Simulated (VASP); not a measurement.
# Run report: AgCl, geometry relaxation

AgCl (Fm-3m, 2 atoms in the cell), computed with Kohn-Sham DFT of a periodic cell, LDA, VASP PAW LDA potentials, recommended, no spin polarisation (VASP 6.6.1).

The structure derives from an entry of the Crystallography Open Database.

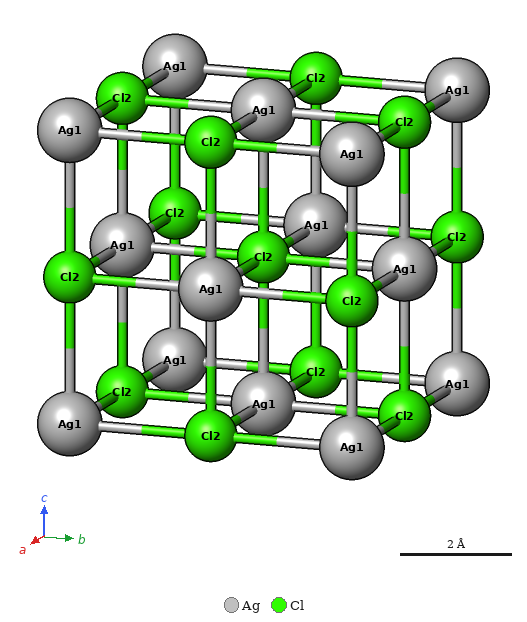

**Figure 1.** The structure as given in the input (ball-and-stick view of the cell 4 times as large as that of the calculation, set on its symmetry axes, seen slightly off an axis; atoms are numbered from 1 in the order of the input). Near neighbours in the crystal (not all of them lie inside the picture): Ag has 6 Cl at 2.73 Å; Cl has 6 Ag at 2.73 Å.

Key numbers

| quantity | value |
| --- | --- |
| outcome | converged |
| space group (tolerance 0.01 Å) | Fm-3m (225) |
| electrons treated | 18 |
| free energy | −6.7667 eV |
| Fermi energy | 4.315 eV |
| gap on the k-point mesh | 0.64 eV |
| pressure | −3.50 GPa |
| final volume | 40.72 Å³ |
| largest force (length of the vector) | under 0.001 eV/Å |
| hardware | 1 thread of AMD EPYC (Zen 5), 128 GiB of memory available, shared host |
| wall time | 7.6 s |
| peak memory | 0.13 GiB |

INCAR
```
ALGO = Normal ; EDIFF = 1E-7
EDIFFG = -0.01 ; ENCUT = 600
GGA = CA ; IBRION = 2
ISIF = 2 ; ISMEAR = 0
LASPH = True ; LCHARG = False
LREAL = False ; LWAVE = False
NELM = 80 ; NSW = 40
PREC = Accurate ; SIGMA = 0.03
```

KPOINTS
```
k-points
0
Gamma
  8 8 8
```

POSCAR
```
AgCl                                    
1.0
    0.0000000000      2.7306154504      2.7306154504
    2.7306154504      0.0000000000      2.7306154504
    2.7306154504      2.7306154504      0.0000000000
  Ag              Cl            
     1     1
Direct
     0.0000000000000000    0.0000000000000000    0.0000000000000000
     0.5000000000000000    0.5000000000000000    0.5000000000000000
```

Launch command:
```bash
cat potpaw_LDA.64/Ag/POTCAR potpaw_LDA.64/Cl/POTCAR > POTCAR
mpirun -np 1 vasp_std > vasp.out
```

OSZICAR
```
N       E                     dE             d eps       ncg     rms          rms(c)
DAV:   1     0.108738356704E+03    0.10874E+03   -0.95886E+03   778   0.141E+03
DAV:   2    -0.236585704645E+01   -0.11110E+03   -0.10401E+03   889   0.270E+02
DAV:   3    -0.688500177477E+01   -0.45191E+01   -0.44969E+01   864   0.582E+01
DAV:   4    -0.692454960697E+01   -0.39548E-01   -0.39542E-01   859   0.585E+00
DAV:   5    -0.692509182181E+01   -0.54221E-03   -0.54221E-03   869   0.705E-01    0.722E+00
DAV:   6    -0.677544499018E+01    0.14965E+00   -0.32316E-01   833   0.823E+00    0.475E+00
DAV:   7    -0.676924422307E+01    0.62008E-02   -0.68912E-02   774   0.214E+00    0.201E+00
DAV:   8    -0.676675674125E+01    0.24875E-02   -0.43850E-03   799   0.741E-01    0.274E-01
DAV:   9    -0.676665420556E+01    0.10254E-03   -0.40114E-04   849   0.307E-01    0.387E-02
DAV:  10    -0.676666166188E+01   -0.74563E-05   -0.24747E-05   832   0.503E-02    0.101E-02
DAV:  11    -0.676666226611E+01   -0.60423E-06   -0.74242E-07   834   0.865E-03    0.176E-03
DAV:  12    -0.676666223245E+01    0.33661E-07   -0.14366E-07   587   0.428E-03
   1 F= -.67666622E+01 E0= -.67666622E+01  d E =-.676666E+01
```

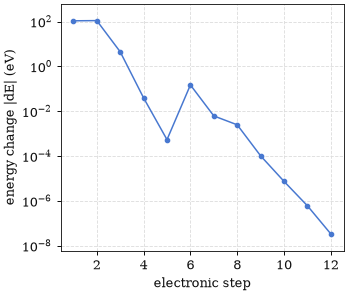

**Figure 2.** Convergence of the self-consistent field: energy change |dE| against the electronic step. It takes 12 electronic steps. The density is held fixed in the first few steps, and dE rises again when its update begins.

Parts of OUTCAR
```
EDIFF = 1E-7
   EDIFFG = -0.01
   ENCUT = 600
   GGA = CA
   IBRION = 2
   ISIF = 2
   ISMEAR = 0
   LASPH = True
   LREAL = False
   NELM = 80
   NSW = 40
   PREC = Accurate

 ion  position               nearest neighbor table
   1  0.000  0.000  0.000-   2 2.73   2 2.73   2 2.73   2 2.73   2 2.73   2 2.73
   2  0.500  0.500  0.500-   1 2.73   1 2.73   1 2.73   1 2.73   1 2.73   1 2.73

  LATTYP: Found a face centered cubic cell.
 ALAT       =     5.4612309008

  Lattice vectors:

 A1 = (   0.0000000000,   2.7306154504,   2.7306154504)
 A2 = (   2.7306154504,   0.0000000000,   2.7306154504)
 A3 = (   2.7306154504,   2.7306154504,   0.0000000000)

Analysis of symmetry for initial positions (statically):
=====================================================================
 Subroutine PRICEL returns:
 Original cell was already a primitive cell.

 Routine SETGRP: Setting up the symmetry group for a
 face centered cubic supercell.

 Subroutine GETGRP returns: Found 48 space group operations
 (whereof 48 operations were pure point group operations)
 out of a pool of 48 trial point group operations.

The static configuration has the point symmetry O_h .

Analysis of symmetry for dynamics (positions and initial velocities):
=====================================================================
 Subroutine PRICEL returns:
 Original cell was already a primitive cell.

 Routine SETGRP: Setting up the symmetry group for a
 face centered cubic supercell.

 Subroutine GETGRP returns: Found 48 space group operations
 (whereof 48 operations were pure point group operations)
 out of a pool of 48 trial point group operations.

The dynamic configuration has the point symmetry O_h .

 Subroutine INISYM returns: Found 48 space group operations
 (whereof 48 operations are pure point group operations),
 and found     1 'primitive' translations

----------------------------------------------------------------------------------------

                                     Primitive cell

  volume of cell :      40.7204

  direct lattice vectors                    reciprocal lattice vectors
     0.000000000  2.730615450  2.730615450    -0.183108903  0.183108903  0.183108903
     2.730615450  0.000000000  2.730615450     0.183108903 -0.183108903  0.183108903
     2.730615450  2.730615450  0.000000000     0.183108903  0.183108903 -0.183108903

  length of vectors
     3.861673404  3.861673404  3.861673404     0.317153924  0.317153924  0.317153924

  position of ions in fractional coordinates (direct lattice)
     0.000000000  0.000000000  0.000000000
     0.500000000  0.500000000  0.500000000

  ion indices of the primitive-cell ions
   primitive index   ion index
                 1           1
                 2           2

----------------------------------------------------------------------------------------

 KPOINTS: k-points

Automatic generation of k-mesh.
 Grid dimensions read from file:
 generate k-points for:    8    8    8

 Generating k-lattice:

  Cartesian coordinates                     Fractional coordinates (reciprocal lattice)
    -0.022888613  0.022888613  0.022888613     0.125000000  0.000000000  0.000000000
     0.022888613 -0.022888613  0.022888613     0.000000000  0.125000000  0.000000000
     0.022888613  0.022888613 -0.022888613     0.000000000  0.000000000  0.125000000

  Length of vectors
     0.039644240  0.039644240  0.039644240

  Shift w.r.t. Gamma in fractional coordinates (k-lattice)
     0.000000000  0.000000000  0.000000000

 Subroutine IBZKPT returns following result:
 ===========================================

 Found     29 irreducible k-points:

 Following reciprocal coordinates:
            Coordinates               Weight
  0.000000  0.000000  0.000000      1.000000
  0.125000  0.000000  0.000000      8.000000
  0.250000  0.000000  0.000000      8.000000
  0.375000  0.000000  0.000000      8.000000
  0.500000  0.000000  0.000000      4.000000
  0.125000  0.125000  0.000000      6.000000
  0.250000  0.125000  0.000000     24.000000
  0.375000  0.125000  0.000000     24.000000
  0.500000  0.125000  0.000000     24.000000
 -0.375000  0.125000  0.000000     24.000000
 -0.250000  0.125000  0.000000     24.000000
 -0.125000  0.125000  0.000000     12.000000
  0.250000  0.250000  0.000000      6.000000
  0.375000  0.250000  0.000000     24.000000
  0.500000  0.250000  0.000000     24.000000
 -0.375000  0.250000  0.000000     24.000000
 -0.250000  0.250000  0.000000     12.000000
  0.375000  0.375000  0.000000      6.000000
  0.500000  0.375000  0.000000     24.000000
 -0.375000  0.375000  0.000000     12.000000
  0.500000  0.500000  0.000000      3.000000
  0.375000  0.250000  0.125000     24.000000
  0.500000  0.250000  0.125000     48.000000
 -0.375000  0.250000  0.125000     24.000000
 [... further k-points ...]
   k-points           NKPTS =     29   k-points in BZ     NKDIM =     29   number of bands    NBANDS=     13
   number of dos      NEDOS =    301   number of ions     NIONS =      2
   total plane-waves  NPLWV =  32768
   dimension x,y,z NGX =    32 NGY =   32 NGZ =   32
   dimension x,y,z NGXF=    64 NGYF=   64 NGZF=   64
   ions per type =               1   1
   NGX,Y,Z   is equivalent  to a cutoff of  13.78, 13.78, 13.78 a.u.
   NGXF,Y,Z  is equivalent  to a cutoff of  27.55, 27.55, 27.55 a.u.
 SYSTEM =  unknown system
   PREC   = accura    normal or accurate (medium, high low for compatibility)
   ISTART =      0    job   : 0-new  1-cont  2-samecut
   ICHARG =      2    charge: 1-file 2-atom 10-const
   ISPIN  =      1    spin polarized calculation?
   LNONCOLLINEAR =      F non collinear calculations
   LSORBIT =      F    spin-orbit coupling
   LASPH  =      T    aspherical Exc in radial PAW
   ENCUT  =  600.0 eV  44.10 Ry    6.64 a.u.   7.71  7.71  7.71*2*pi/ulx,y,z
   NELM   =     80;   NELMIN=  2; NELMDL= -5     # of ELM steps
   EDIFF  = 0.1E-06   stopping-criterion for ELM
   LREAL  =      F    real-space projection
   EDIFFG = -.1E-01   stopping-criterion for IOM
   NSW    =     40    number of steps for IOM
   IBRION =      2    ionic relax: 0-MD 1-quasi-New 2-CG
   NFREE  =      1    steps in history (QN), initial steepest desc. (CG)
   ISIF   =      2    stress and relaxation
   ISYM   =      2    0-nonsym 1-usesym 2-fastsym
   POTIM  = 0.5000    time-step for ionic-motion
   TEBEG  =    0.0;   TEEND  =   0.0 temperature during run
   PSTRESS=    0.0 pullay stress
   NELECT =      18.0000    total number of electrons
   NUPDOWN=      -1.0000    fix difference up-down
   EMIN   =  10.00;   EMAX   =-10.00  energy-range for DOS
   EFERMI =   0.00;   METHOD = LEGACY
   ISMEAR =     0;   SIGMA  =   0.03  broadening in eV -4-tet -1-fermi 0-gaus
   EFERMI_NEDOS =   21; number of points for ismear=-14 and -15
   IALGO  =     38    algorithm
   IMIX   =      4    mixing-type and parameters
     AMIX     =   0.40;   BMIX     =  1.00
     AMIX_MAG =   1.60;   BMIX_MAG =  1.00
  volume/ion in A,a.u.               =      20.36       137.40
  Fermi-wavevector in a.u.,A,eV,Ry     =   1.247082  2.356644 21.159976  1.555214
  Thomas-Fermi vector in A             =   2.381231
   LORBIT       =      0    0 simple, 1 ext, 2 COOP (PROOUT), +10 PAW based schemes
   GGA     = CA    functional components
   LHFCALC =     F    Hartree Fock is set to
   AEXX    =    0.0000 exact exchange contribution
   IVDW    =     0    specifies the selected vdW correction
   LEPSILON=     F    determine dielectric tensor
   LRPA    =     F    only Hartree local field effects (RPA)
 conjugate gradient relaxation of ions
 non-spin polarized calculation
 Gauss-broadening in eV      SIGMA  =   0.03
  energy-cutoff  :      600.00
  volume of cell :       40.72
 maximum number of plane-waves:      1380
   NGX = 15   NGY = 15   NGZ = 15

 number of electron      18.0000000 magnetization

 Free energy of the ion-electron system (eV)
  ---------------------------------------------------
  ext. energy  EPLUGINS =         0.00000000
  ---------------------------------------------------
  free energy    TOTEN  =        -6.76666223 eV

  energy without entropy =       -6.76666223  energy(sigma->0) =       -6.76666223

 E-fermi :   4.3152     XC(G=0): -10.6745     alpha+bet :-10.2892

 val. band max:        4.1877432288   @ k =   0.5000   0.0000   0.0000
 cond. band min:       4.8287357385   @ k =   0.0000   0.0000   0.0000
 fundamental gap:      0.6409925097
 Fermi energy:         4.3151556939

 k-point     1 :       0.0000    0.0000    0.0000
  band No.  band energies     occupation
      1     -11.1803      2.00000
      2       1.4662      2.00000
      3       1.4662      2.00000
      4       1.4662      2.00000
      5       1.5080      2.00000
      6       1.5080      2.00000
      7       1.6908      2.00000
      8       1.6908      2.00000
      9       1.6908      2.00000
     10       4.8287      0.00000
     11      14.9164      0.00000
     12      14.9164      0.00000
     13      14.9164      0.00000

 k-point     2 :       0.1250    0.0000    0.0000
  band No.  band energies     occupation
      1     -11.1092      2.00000
      2       0.7419      2.00000
      3       0.8071      2.00000
      4       0.8071      2.00000
      5       1.5288      2.00000
      6       1.5288      2.00000
      7       1.8041      2.00000
      8       2.4700      2.00000
      9       2.4700      2.00000
     10       5.6006      0.00000
     11      13.4521      0.00000
     12      14.5606      0.00000
     13      14.5606      0.00000

 k-point     3 :       0.2500    0.0000    0.0000
  band No.  band energies     occupation
      1     -10.9291      2.00000
      2      -0.3793      2.00000
      3       0.1926      2.00000
      4       0.1926      2.00000
      5       1.6744      2.00000
      6       1.6744      2.00000
      7       1.9611      2.00000
      8       3.2997      2.00000
      9       3.2997      2.00000
     10       6.9589      0.00000
     11      11.7802      0.00000
     12      13.1786      0.00000
     13      13.1786      0.00000

 k-point     4 :       0.3750    0.0000    0.0000
  band No.  band energies     occupation
      1     -10.7351      2.00000
      2      -1.2296      2.00000
      3      -0.1983      2.00000
      4      -0.1983      2.00000
      5       1.8269      2.00000
      6       1.8269      2.00000
      7       2.1471      2.00000
      8       3.9380      2.00000
      9       3.9380      2.00000
     10       7.8700      0.00000
     11      10.8851      0.00000
     12      11.9981      0.00000
     13      11.9981      0.00000

 k-point     5 :       0.5000    0.0000    0.0000
  band No.  band energies     occupation
      1     -10.6502      2.00000
      2      -1.5436      2.00000
      3      -0.3322      2.00000
      4      -0.3322      2.00000
      5       1.8923      2.00000
      6       1.8923      2.00000
      7       2.2384      2.00000
      8       4.1877      2.00000
      9       4.1877      2.00000
     10       8.0307      0.00000
     11      10.7869      0.00000
     12      11.5520      0.00000
     13      11.5520      0.00000

 [... the levels of 18 k-points are left out ...]

 k-point    24 :      -0.3750    0.2500    0.1250
  band No.  band energies     occupation
      1     -10.6224      2.00000
      2      -1.0935      2.00000
      3      -0.2705      2.00000
      4      -0.2088      2.00000
      5       1.8168      2.00000
      6       1.8932      2.00000
      7       2.1697      2.00000
      8       3.0870      2.00000
      9       3.6289      2.00000
     10       9.0357      0.00000
     11       9.5685      0.00000
     12      12.1117      0.00000
     13      12.5016      0.00000

 [... further k-points ...]

------------------------ aborting loop because EDIFF is reached ----------------------------------------

  FORCE on cell =-STRESS in cart. coord.  units (eV):
  Direction    XX          YY          ZZ          XY          YZ          ZX
  --------------------------------------------------------------------------------------
  -------------------------------------------------------------------------------------
  Total       -0.8897005     -0.8897005     -0.8897005      0.0000000      0.0000000     -0.0000000
  in kB      -35.0060226    -35.0060226    -35.0060226      0.0000000      0.0000000     -0.0000000
  external PRESSURE =     -35.0060226 kB  Pullay stress =       0.0000000 kB

 VOLUME and BASIS-vectors are now :
 -----------------------------------------------------------------------------
  energy-cutoff  :      600.00
  volume of cell :       40.72
      direct lattice vectors                 reciprocal lattice vectors
     0.000000000  2.730615450  2.730615450    -0.183108903  0.183108903  0.183108903
     2.730615450  0.000000000  2.730615450     0.183108903 -0.183108903  0.183108903
     2.730615450  2.730615450  0.000000000     0.183108903  0.183108903 -0.183108903

 POSITION                                       TOTAL-FORCE (eV/Angst)
 -----------------------------------------------------------------------------------
      0.00000      0.00000      0.00000         0.000000      0.000000      0.000000
      2.73062      2.73062      2.73062         0.000000     -0.000000     -0.000000
 -----------------------------------------------------------------------------------
    total drift:                                0.000000     -0.000000     -0.000000

  FREE ENERGIE OF THE ION-ELECTRON SYSTEM (eV)
  ---------------------------------------------------
  free  energy   TOTEN  =        -6.7666622324 eV

  energy  without entropy=       -6.7666622324  energy(sigma->0) =       -6.76666223

 reached required accuracy - stopping structural energy minimisation
```

CONTCAR
```
AgCl
   1.00000000000000
     0.0000000000000000    2.7306154504000002    2.7306154504000002
     2.7306154504000002    0.0000000000000000    2.7306154504000002
     2.7306154504000002    2.7306154504000002    0.0000000000000000
  Ag              Cl
     1     1
Direct
     0.0000000000000000    0.0000000000000000    0.0000000000000000
     0.5000000000000000    0.5000000000000000    0.5000000000000000

  0.00000000E+00  0.00000000E+00  0.00000000E+00
  0.00000000E+00  0.00000000E+00  0.00000000E+00
```
